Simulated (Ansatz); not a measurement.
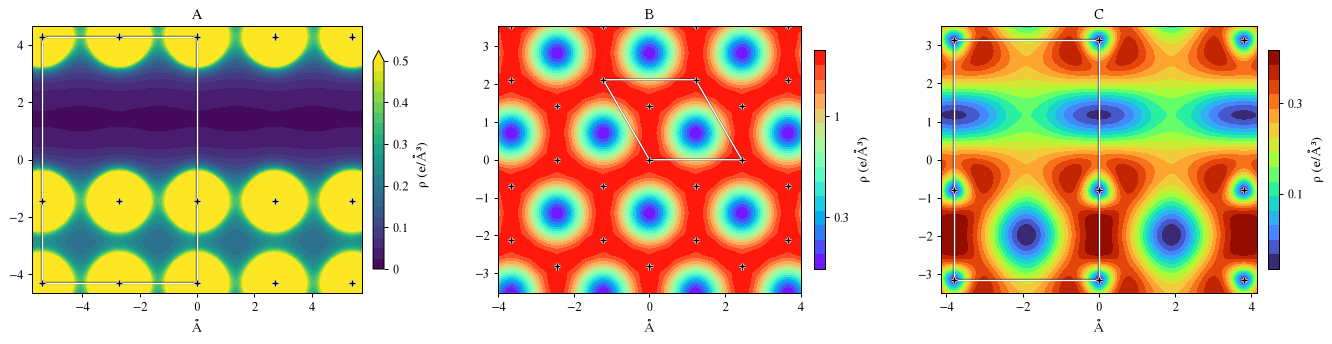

The valence charge density (pseudo) of 3 systems, each on a plane through atoms (crosses mark nuclei in the plane).

Computed with DFT LDA, scalar-relativistic, plane waves, PAW (Ansatz).

System 1: Si, the (010) plane of the conventional cell. Space group P6₃/mmc; a structure from a database of computed crystals, not necessarily the ambient phase.

System 2: C, the (001) plane of the conventional cell. Space group R-3m; a structure from a database of computed crystals, not necessarily the ambient phase.

```
C
1.0
     2.44481    0.00000    0.00000
    -1.22240    2.11727    0.00000
     0.00000    0.00000   20.72710
C
12
Direct
  0.00000 0.00000 0.91969
  0.33333 0.66667 0.91966
  0.00000 0.00000 0.74701
  0.33333 0.66667 0.74698
  0.66667 0.33333 0.25302
  0.00000 0.00000 0.25299
  0.66667 0.33333 0.08034
  0.00000 0.00000 0.08031
  0.33333 0.66667 0.58635
  0.66667 0.33333 0.58633
  0.33333 0.66667 0.41367
  0.66667 0.33333 0.41365
```

System 3: Zr, the (100) plane of the calculation cell. Space group P6/mmm; a structure from a database of computed crystals, not necessarily the ambient phase.

Question: Match each panel to its system.

Answer: Panel A is system 3, Zr: the plane holds Zr. Zr–Zr (2.71 Å): the density is about 0.35 e/Å³ at the midpoint. Panel B is system 2, C: the plane holds C. C–C (1.41 Å): ρ is about 2.1 e/Å³ halfway. Panel C is system 1, Si: the plane holds Si. Si–Si (2.35 Å): ρ is about 0.56 e/Å³ halfway.
